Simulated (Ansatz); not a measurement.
System: a (100) slab cut from Hf (Im-3m), of composition Hf16H2O (not the bulk's), ended by Hf planes, 19 atoms in the cell. Starting structure of the relaxation:

```cif
data_structure
_symmetry_space_group_name_H-M 'P 1'
_symmetry_Int_Tables_number 1
_cell_length_a 7.0094
_cell_length_b 7.0094
_cell_length_c 23.2571
_cell_angle_alpha 90.000
_cell_angle_beta 90.000
_cell_angle_gamma 90.000
_cell_volume 1142.67
loop_
_atom_site_label
_atom_site_type_symbol
_atom_site_fract_x
_atom_site_fract_y
_atom_site_fract_z
_atom_site_occupancy
Hf1 Hf 0.25000 0.75000 0.34398 1
Hf2 Hf 0.25000 0.25000 0.34398 1
Hf3 Hf 0.75000 0.75000 0.34398 1
Hf4 Hf 0.75000 0.25000 0.34398 1
Hf5 Hf 0.50000 0.50000 0.41933 1
Hf6 Hf 0.50000 0.00000 0.41933 1
Hf7 Hf 0.00000 0.50000 0.41933 1
Hf8 Hf 0.00000 0.00000 0.41933 1
Hf9 Hf 0.75000 0.25000 0.49500 1
Hf10 Hf 0.75000 0.75000 0.49500 1
Hf11 Hf 0.25000 0.25000 0.49500 1
Hf12 Hf 0.25000 0.75000 0.49500 1
Hf13 Hf 0.00000 0.00000 0.56772 1
Hf14 Hf 0.00000 0.50000 0.56772 1
Hf15 Hf 0.50000 0.00000 0.56772 1
Hf16 Hf 0.50000 0.50000 0.56772 1
O1 O 0.00000 0.25000 0.68381 1
H1 H 0.85968 0.26631 0.68381 1
H2 H 0.05095 0.38178 0.68381 1
```

Ansatz 0.2.0; DFT PBE+D3(BJ), scalar-relativistic, plane waves, PAW, no spin polarisation, 3×3×1 k mesh, 420 eV cutoff, Gaussian smearing of 0.1 eV.

What does the potential across the slab give for the work function?

The work function is 3.20 eV at the right face and 3.38 eV at the left. The vacuum levels differ by 0.18 eV, so the slab carries a dipole along its normal. Some atoms were held fixed in the relaxation, which can itself make the faces differ. The outermost atoms are 7.9 Å apart, which leaves 15.4 Å of vacuum in a cell 23.3 Å high.

Spin-orbit coupling is left out, which matters for Hf.

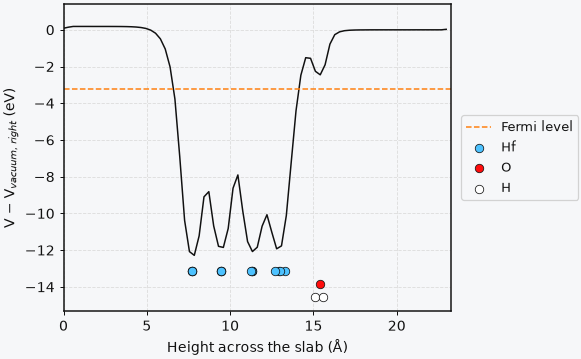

Plane-averaged electrostatic potential energy of an electron across the slab; circles at the bottom mark the heights of the atoms (positions after relaxation).
